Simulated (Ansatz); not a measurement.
**Single-point calculation of MoTe₂**

The run: single-point calculation of MoTe₂ (slab, 6 atoms in the cell). Method and program: DFT PBE+D3(BJ), scalar-relativistic, plane waves, PAW, PAW set soft_1, no spin polarisation (Ansatz 0.2.0).

The structure derives from an entry of the Crystallography Open Database. Figures and captions count atoms from 1; the log counts them from 0 in places.

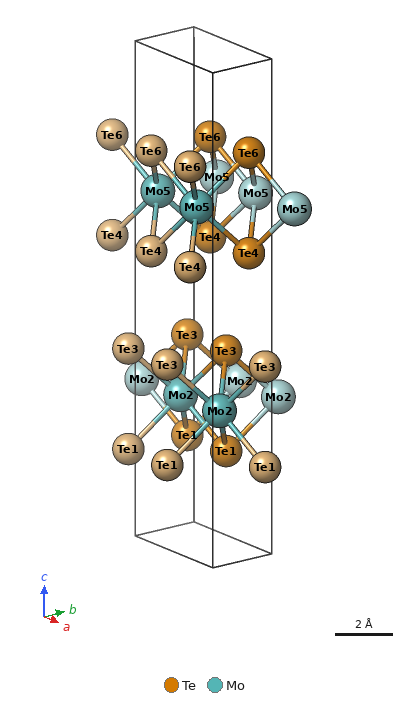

Figure 1. The structure as given in the input (ball-and-stick view of the 2 × 1 repeat of the cell, with the vacuum cut short, seen slightly off an axis; neighbours outside the cell are drawn fainter; atoms are numbered from 1 in the order of the input).

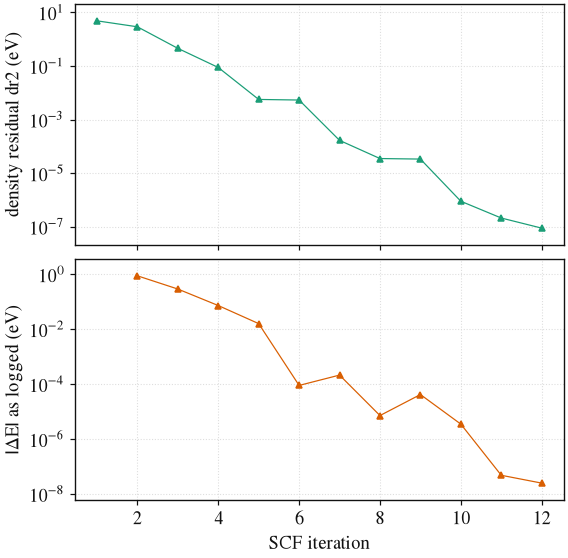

Figure 2. Convergence of the self-consistent field: density residual dr2 and size of the energy change against the SCF iteration. The residual falls at every step.

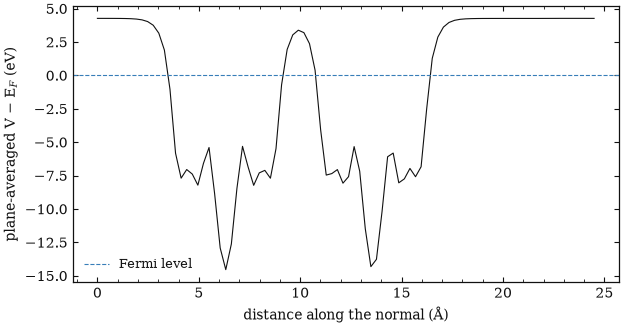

Figure 3. Plane average of the electrostatic potential energy of an electron across the cell, from the Fermi level. The vacuum level lies 4.26 eV above the Fermi level.

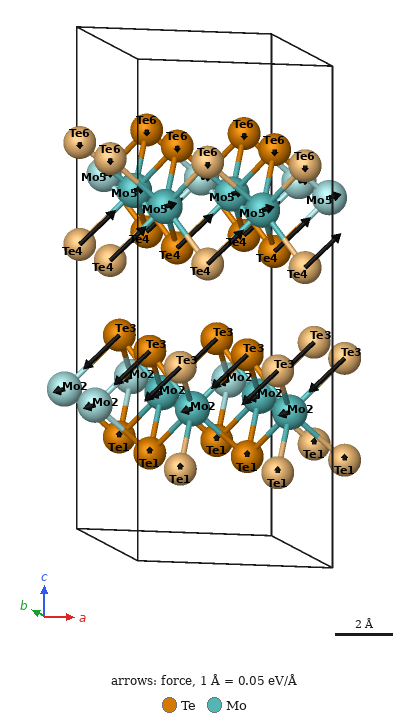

Figure 4. Forces on the atoms as black arrows (ball-and-stick view of the 2 × 2 repeat of the cell, with the vacuum cut short, seen slightly off an axis; neighbours outside the cell are drawn fainter; atoms are numbered from 1 in the order of the input). The largest act on Te3, Te4 (0.09 eV/Å). The geometry is not a stationary point of this energy.

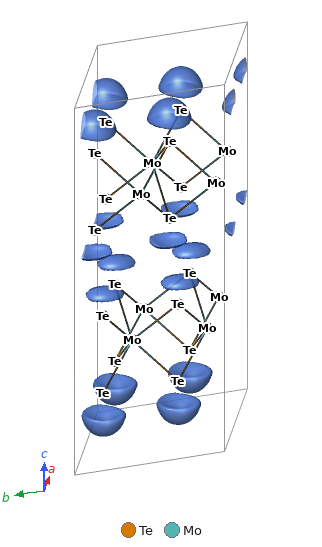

Figure 5. Isosurface of the ELF at 0.75 (blue), seen at an oblique angle. Core shells and regions of very low density are left out. Sticks mark near contacts. Counts are for one cell; the picture repeats the cell along the surface. Along the contacts the grid gives the following. Te–Mo (2.72 Å): the ELF is about 0.55 at the midpoint. The fields are those of the smooth PAW valence density.

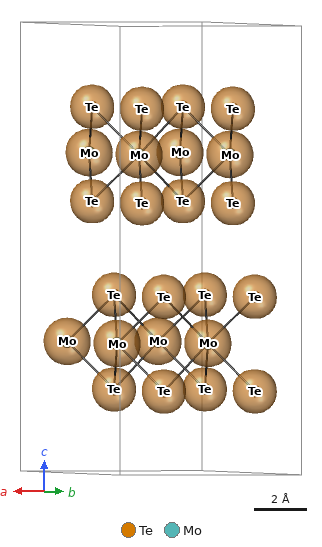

Figure 6. Isosurface of the valence charge density (pseudo) at 1 e/Å³ (orange), seen at an oblique angle. Sticks mark near contacts. At this value the density breaks into separate islands; it holds about 65 % of the electrons treated as valence (semicore included). It is pinched off along the Te–Mo (2.72 Å) contacts. On the grid the lowest density along these lines, outside the cores, is 0.45 e/Å³ (Te–Mo, 2.72 Å).

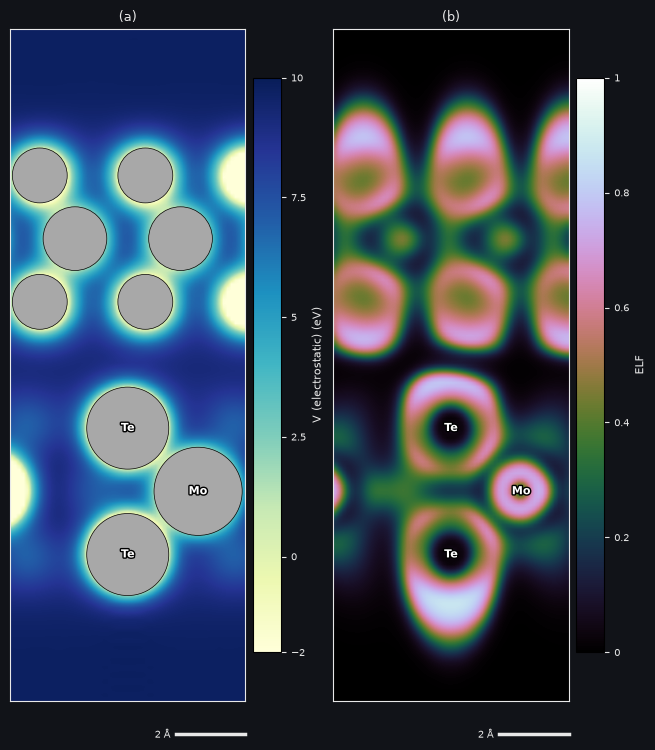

Figure 7. (a) electrostatic potential (local pseudopotential plus Hartree) felt by an electron; (b) electron localisation function on the (110) plane of the calculation cell, a cut from vacuum to vacuum. Grey discs, where drawn, cover atomic cores. The section cuts through Te and Mo sites. Te–Mo (2.72 Å): the ELF is about 0.55 at the midpoint. The strong features right at Mo lie inside the PAW spheres (semicore, d or f shells) and say nothing about bonding.

These pictures come from the run below.

## Input file
```yaml
crystal:
  lattice:
    - [3.5038817003, 0.0, 0.0]
    - [-1.7519408501, 3.0344505643, 0.0]
    - [0.0, 0.0, 24.767719909]
  atoms:
    - { symbol: Te, position: [0.3333333333, 0.6666666667, 0.1816881011] }
    - { symbol: Mo, position: [0.6666666667, 0.3333333333, 0.2550468917] }
    - { symbol: Te, position: [0.3333333333, 0.6666666667, 0.3284056823] }
    - { symbol: Te, position: [0.6666666667, 0.8333333333, 0.4749674172] }
    - { symbol: Mo, position: [0.3333333333, 1.1666666667, 0.5483262077] }
    - { symbol: Te, position: [0.6666666667, 0.8333333333, 0.6216849983] }
basis:
  ecutwfc: 420
kpoints:
  mp_grid: { grid: [9, 9, 1] }
hamiltonian:
  xc: pbe
  pseudopotentials: { kind: paw, azcp: { folder: soft_1 } }
  dispersion: d3bj
scf:
  occupations: { method: gaussian, width: 0.05 }
output:
  forces: true
  eigenvalues: true
  write_density: true
  write_potential: true
  elf: true
  volumetric_format: npy
efield:
  axis: 3
  dipole_correction: true
  ramp_width: 0.04
```

Launched with:
```bash
ansatz run input.yaml --threads 1 --pin off --max-ram 3072MiB --backend cpu --events-out ev --progress --plain --runs-dir out
```

## What the program printed
```
Engine: ansatz 0.2.0, x86_64-unknown-linux-gnu
Pseudopotentials: kind: paw
Pseudopotential: Te, paw, valence charge 16, recommended cutoff 420 eV (normal), [file]
Pseudopotential: Mo, paw, valence charge 14, recommended cutoff 420 eV (normal), [file]
Functional definition: PBE
  parameter kappa = 0.804
  parameter beta = 0.06672455060314922
  exchange = pbe_x(kappa = kappa, mu = beta*pi^2/3)
  correlation = pbe_c(beta = beta)
Crystal: 6 atoms, lattice volume = 263.339 Å³
Basis set: ecut = 420 eV, 5141 PW (Γ), exchange–correlation on 48×48×360 points (8 copies of the dense FFT grid, shifted against one another)
Bands: 56, of which v1, the nominal top of the filled ones, is band 46 counted from 1 (45 counted from 0)
Symmetry: 2 space group operations
k-points: 25 of 81 (time reversal used)
Non-local potential: Te, projectors of the file, l = 0: 2, l = 1: 2, l = 2: 2, l = 3: 1
Non-local potential: Mo, projectors of the file, l = 0: 3, l = 1: 2, l = 2: 2, l = 3: 1
PAW form: soft (Blöchl's): semilocal exchange-correlation on the pseudo side does not see the compensation charge
PAW one-centre angular grid: Te, 590 points (default); XC on 64 Gauss nodes
PAW one-centre angular grid: Mo, 590 points (default); XC on 64 Gauss nodes
Initial density: superposition of atomic densities (neutral atoms: chi_scale 0, normalization atom)
Initial wavefunctions: pseudopotential atomic-orbital guess
Functional: x = pbe(κ = 0.804, μ = 0.2195149727645171), c = pbe(β = 0.06672455060314922)
SCF iter   1: F=—  HF=-37837.833174 eV  |F-HF|=—  |Δ(HF+E_count)|=         —  Δρ=3.68e-2  dr2=4.84e0  ethr=3.10e-3  p=0.000 e·Å  D=3.63e-8 V/Å  ΔV_dip=-0.00 eV  dr2_dipole=1.71e-9  V_vac-E_F(+/−)=4.98/4.98 eV  ⟨swp⟩=11.5  Hψ=6544  notcnv=0
efield: sawtooth ramp at fractional position 0.8817 (placed from the atoms, in the widest stretch of the axis that holds none; the zero of the levels goes with the place), width 0.0400; the density the first Hamiltonian is built on has a dipole p = 0.000 e·Å; the dipole correction subtracts the counter field D = 3.63e-8 V/Å, which shifts the + side's vacuum level by -0.00 eV against the − side's; the planar-averaged density in the ramp window peaks in size at 2.9e-7 e/Å³
preconditioner: auto → Resta (q_TF=auto, 2.290 Å⁻¹)  ε∞=4.2  [insulator: Δε(μ)=1.191 eV  Ē_g=7.685 eV  σ=0.050 eV  W_gap=1.00  n_scr=60 (ndim 8)  ℏωp=13.7 eV  f_vac=0.415  D(μ)=0.00/eV (n_scr^D=0)  ε∞_Penn≈4.2  vacuum switching on, ρ_ref=4.3e-3 e/Å³]
SCF iter   2: F=—  HF=-37836.945264 eV  |F-HF|=—  |Δ(HF+E_count)|=   8.88e-1  Δρ=1.64e-2  dr2=2.90e0  ethr=3.10e-3  p=-0.000 e·Å  D=-4.99e-6 V/Å  ΔV_dip=0.00 eV  dr2_dipole=3.76e-10  V_vac-E_F(+/−)=5.36/5.36 eV  ⟨swp⟩=3.0  Hψ=2566  notcnv=0  defer=74
SCF iter   3: F=—  HF=-37836.652603 eV  |F-HF|=—  |Δ(HF+E_count)|=   2.93e-1  Δρ=1.20e-2  dr2=4.56e-1  ethr=3.10e-3  p=0.000 e·Å  D=2.29e-6 V/Å  ΔV_dip=-0.00 eV  dr2_dipole=3.69e-10  V_vac-E_F(+/−)=4.60/4.60 eV  ⟨swp⟩=2.6  Hψ=1812  notcnv=0  defer=74
SCF iter   4: F=—  HF=-37836.579183 eV  |F-HF|=—  |Δ(HF+E_count)|=   7.34e-2  Δρ=5.17e-3  dr2=8.83e-2  ethr=4.95e-4  p=0.000 e·Å  D=5.30e-6 V/Å  ΔV_dip=-0.00 eV  dr2_dipole=2.88e-9  V_vac-E_F(+/−)=4.50/4.50 eV  ⟨swp⟩=2.0  Hψ=1878  notcnv=0  defer=74
SCF iter   5: F=—  HF=-37836.563036 eV  |F-HF|=—  |Δ(HF+E_count)|=   1.61e-2  Δρ=1.03e-3  dr2=5.67e-3  ethr=9.60e-5  p=0.000 e·Å  D=1.87e-5 V/Å  ΔV_dip=-0.00 eV  dr2_dipole=8.89e-8  V_vac-E_F(+/−)=4.35/4.35 eV  ⟨swp⟩=2.0  Hψ=1892  notcnv=0  defer=74
SCF iter   6: F=—  HF=-37836.562946 eV  |F-HF|=—  |Δ(HF+E_count)|=   9.03e-5  Δρ=4.12e-4  dr2=5.39e-3  ethr=6.16e-6  p=-0.000 e·Å  D=-4.39e-5 V/Å  ΔV_dip=0.00 eV  dr2_dipole=4.22e-7  V_vac-E_F(+/−)=4.34/4.33 eV  ⟨swp⟩=2.2  Hψ=1742  notcnv=0  defer=74
SCF iter   7: F=—  HF=-37836.562730 eV  |F-HF|=—  |Δ(HF+E_count)|=   2.15e-4  Δρ=1.77e-4  dr2=1.69e-4  ethr=5.86e-6  p=0.000 e·Å  D=1.12e-5 V/Å  ΔV_dip=-0.00 eV  dr2_dipole=4.08e-8  V_vac-E_F(+/−)=4.29/4.29 eV  ⟨swp⟩=2.0  Hψ=1488  notcnv=0  defer=74
SCF iter   8: F=—  HF=-37836.562723 eV  |F-HF|=—  |Δ(HF+E_count)|=   7.22e-6  Δρ=8.59e-5  dr2=3.55e-5  ethr=1.84e-7  p=-0.000 e·Å  D=-6.20e-5 V/Å  ΔV_dip=0.00 eV  dr2_dipole=7.69e-7  V_vac-E_F(+/−)=4.27/4.27 eV  ⟨swp⟩=3.1  Hψ=2234  notcnv=0  defer=74
SCF iter   9: F=—  HF=-37836.562765 eV  |F-HF|=—  |Δ(HF+E_count)|=   4.21e-5  Δρ=6.16e-5  dr2=3.39e-5  ethr=3.86e-8  p=0.000 e·Å  D=1.22e-4 V/Å  ΔV_dip=-0.00 eV  dr2_dipole=3.12e-6  V_vac-E_F(+/−)=4.27/4.27 eV  ⟨swp⟩=2.0  Hψ=1719  notcnv=0  defer=74
SCF iter  10: F=—  HF=-37836.562762 eV  |F-HF|=—  |Δ(HF+E_count)|=   3.52e-6  Δρ=1.48e-5  dr2=9.08e-7  ethr=3.68e-8  p=-0.000 e·Å  D=-8.23e-7 V/Å  ΔV_dip=0.00 eV  dr2_dipole=8.37e-12  V_vac-E_F(+/−)=4.27/4.27 eV  ⟨swp⟩=2.0  Hψ=1443  notcnv=0  defer=74
SCF iter  11: F=—  HF=-37836.562762 eV  |F-HF|=—  |Δ(HF+E_count)|=   4.82e-8  Δρ=6.22e-6  dr2=2.15e-7  ethr=9.87e-10  p=0.000 e·Å  D=4.81e-6 V/Å  ΔV_dip=-0.00 eV  dr2_dipole=2.21e-9  V_vac-E_F(+/−)=4.27/4.27 eV  ⟨swp⟩=2.9  Hψ=2634  notcnv=0  defer=74
SCF iter  12: F=-37836.562762 eV  HF=-37836.562762 eV  |F-HF|=1.04e-7  |Δ(HF+E_count)|=   2.50e-8  Δρ=2.59e-6  dr2=9.03e-8  ethr=1.09e-10  p=-0.000 e·Å  D=-1.35e-5 V/Å  ΔV_dip=0.00 eV  dr2_dipole=2.94e-8  V_vac-E_F(+/−)=4.27/4.27 eV  ⟨swp⟩=20.4  Hψ=10791  notcnv=0
SCF 1 converged in 12 iterations: F = -37836.562762 eV  dr2 = 9.03e-8
  greatest PAW one-centre occupation: 0.999 electrons in one spin orbital (limit 2), on the Mo atom at site 4 (counted from 0), in its partial waves of l = 0
WARN: The output density's exchange-correlation potential varies sharply where the density is thin. Do not read a vacuum level from v_tot or v_xc, or from such a field of the output density. On a cell that repeats whose density bears no net charge and no dipole along the vacuum's axis use v_es (v_loc + v_h of the components); under efield.dipole_correction with no amplitude use v_es + v_field, which holds any external_charges[].barrier, or the levels of the report's work_function block, which leave it out; under a non-zero efield.amplitude the vacuum is tilted and has no level; on a cell that repeats and bears such a dipole with no correction it is tilted too, and efield.dipole_correction with no amplitude gives each side of its ramp a level where efield: is served; in a cell that repeats whose density bears a net charge (total_charge, or a fill off its count) it is curved and has none; of a slab under crystal.periodic whose density bears no net charge use v_es, which has a level on each side, short of where the two are joined; of another it falls or rises all the way out and has none; of a slab beside external_charges read slab_vacuum_level instead, which it has where they leave it neutral. The grid or the basis barely resolves most such structure, and the values can differ between equally converged runs; as a rule a tighter scf.convergence.dr2_threshold does not remove it. Where the density itself ripples (under the LDA too) a higher basis.ecutwfc lessens it. The files hold the spikes' plane waves up to the density's cutoff. Files: v_tot_of_output_density and the like, and their columns of v_z.tsv (output.write_potential); v_xc_of_output_density and the like, and their columns of v_comp_z.tsv (output.write_potential_components). Measured: with its Gaussian average of σ = 0.25 Å subtracted twice, the exchange-correlation potential is over 0.1 eV at 69 of the grid points where the equally averaged density (valence and model cores) is under 1e-3 e/Å³, and 0.245 eV at the most among them, at an averaged density of 5.0e-8 e/Å³. See output.write_potential in the manual, Limitations
SCF converged after 12 iterations
Free energy (F): -37836.562762 eV
Harris-Foulkes:  -37836.562762 eV  (|F-HF|=1.04e-7)
Internal energy: -37836.562762 eV  (E = F + TS)
E sigma→0 (E₀):  -37836.562762 eV
Fermi energy:    5.493912 eV
Dipole field:    D = 0.000188 V/Å  (p = 0.000273 e·Å, saw-weighted, corrected)
Work function:   Φ+ = 4.2640 eV   Φ− = 4.2687 eV
Levels:          The Fermi level and band energies are counted from a zero that moves with the ramp; work functions are not
--- Per-component energies (eV) ---
  E_band       = -1822.601705
  E_kinetic    = 1536.344308
  E_local      = -68236.446374  (includes V_loc(G=0)·N_el)
  E_nonlocal   = 565.224370
  E_hartree    = 33534.319930
  E_xc         = -842.320421
  E_vxc        = -847.330948  (∫ρ·V_xc dr)
  E_paw        = -25112.450292  (= ΣΔE_a)
  E_vpaw       = -1909.047772  (= ΣTr[D̂ρ^β])
  E_aug_tail   = 0.000466  (compensation charges beyond the density's cutoff)
  E_efield     = 0.000000  (sawtooth field / dipole correction)
  E_vefield    = 0.000000  (∫n·V_field dr)
  E_ewald      = 20721.523378
  E_disp       = -2.758127  (pairwise vdW)
  E_smearing   = -0.000000  (= −TS)
  E_closure    = -0.000000  (closes the sum)
  Σ components = -37836.562762   (vs F -37836.562762, Δ=0.00e0)
--- Forces (eV/Å), atoms counted from 1 ---
  atom   1  Te    -0.00016321    -0.00009423     0.01196897
  atom   2  Mo    -0.01959690    -0.01131428    -0.00504429
  atom   3  Te    -0.05808532    -0.03353558    -0.05800601
  atom   4  Te     0.05808615     0.03353605     0.05810428
  atom   5  Mo     0.01959633     0.01131395     0.00489196
  atom   6  Te     0.00016323     0.00009424    -0.01197398
  max |Σ_I F_I| component: 5.91e-5 eV/Å
--- Band table (eV; the first three rows and the last of 25) ---
  k-point 0: bands = ["-55.7252", "-55.7251", "-31.6115", "-31.6113", "-31.6106", "-31.6104", "-31.6007", "-31.6005", "-31.6003", "-31.6002", "-31.5436", "-31.5430", "-31.5430", "-31.5426", "-31.5301", "-31.5298", "-31.5297", "-31.5294", "-31.5233", "-31.5208", "-31.5088", "-31.5084", "-29.8968", "-29.8968", "-29.7286", "-29.7286", "-29.7282", "-29.7281", "-7.8548", "-7.7385", "-6.9540", "-6.7839", "-0.4402", "0.0882", "2.5181", "3.3302", "3.3318", "3.3327", "3.3348", "3.5508", "4.1026", "4.1063", "4.1097", "4.1128", "4.2093", "4.8035", "8.0874", "8.1037", "8.1211", "8.1374", "8.3561", "8.3753", "8.4006", "8.4313", "9.1058", "9.3243"]
  k-point 1: bands = ["-55.7240", "-55.7240", "-31.6098", "-31.6097", "-31.6083", "-31.6081", "-31.6023", "-31.6021", "-31.5980", "-31.5978", "-31.5446", "-31.5440", "-31.5439", "-31.5435", "-31.5330", "-31.5327", "-31.5303", "-31.5301", "-31.5220", "-31.5196", "-31.5075", "-31.5070", "-29.8885", "-29.8884", "-29.7456", "-29.7455", "-29.7315", "-29.7314", "-7.6801", "-7.5635", "-6.8278", "-6.6621", "-0.2516", "0.2769", "2.3867", "2.9441", "2.9568", "3.1311", "3.4763", "3.4765", "3.8840", "3.8849", "3.9836", "4.2410", "4.2746", "4.8246", "7.3482", "7.4937", "7.4970", "7.6845", "8.0254", "8.0259", "8.2444", "8.2445", "9.3455", "9.5612"]
  k-point 2: bands = ["-55.7212", "-55.7211", "-31.6079", "-31.6078", "-31.6068", "-31.6065", "-31.6010", "-31.6009", "-31.5915", "-31.5913", "-31.5478", "-31.5470", "-31.5462", "-31.5459", "-31.5393", "-31.5389", "-31.5311", "-31.5309", "-31.5191", "-31.5167", "-31.5040", "-31.5035", "-29.8675", "-29.8674", "-29.7885", "-29.7885", "-29.7395", "-29.7395", "-7.1850", "-7.0686", "-6.4717", "-6.3192", "0.2307", "0.7364", "1.9369", "1.9916", "2.0374", "2.3242", "3.4005", "3.4035", "3.5154", "3.8616", "3.8638", "4.0348", "4.1174", "4.4808", "6.3411", "6.6754", "7.0265", "7.3121", "7.3182", "7.3963", "8.4591", "8.4597", "9.8930", "10.1178"]
  k-point 24: bands = ["-55.7152", "-55.7152", "-31.6207", "-31.6206", "-31.5991", "-31.5989", "-31.5864", "-31.5862", "-31.5805", "-31.5803", "-31.5561", "-31.5558", "-31.5539", "-31.5536", "-31.5419", "-31.5415", "-31.5334", "-31.5330", "-31.5141", "-31.5122", "-31.4970", "-31.4963", "-29.8675", "-29.8675", "-29.8244", "-29.8243", "-29.7658", "-29.7657", "-5.6844", "-5.6064", "-5.4270", "-5.3610", "-0.4884", "-0.3963", "0.2433", "0.2814", "1.4470", "1.7455", "2.3680", "2.4611", "3.1312", "3.2245", "3.3835", "3.5277", "4.7040", "4.7240", "6.4035", "6.4859", "6.7545", "6.9006", "7.7240", "7.8680", "8.1511", "8.6733", "9.2050", "9.3120"]
```

## Summary

```tsv
quantity	value
outcome	converged
electrons treated	92
free energy	−37836.5628 eV
work function, top face	4.26 eV
work function, bottom face	4.27 eV
Fermi energy	5.494 eV
gap on the k-point mesh	1.11 eV
work function (upper face)	4.26 eV
largest force (length of the vector)	0.089 eV/Å
hardware	1 thread of Intel Xeon (Granite Rapids), 32 GiB of memory available, shared host
wall time	22 s
peak memory	0.6 GiB
```

## Notes

The program warns: the exchange-correlation potential is rough where the density is thin.
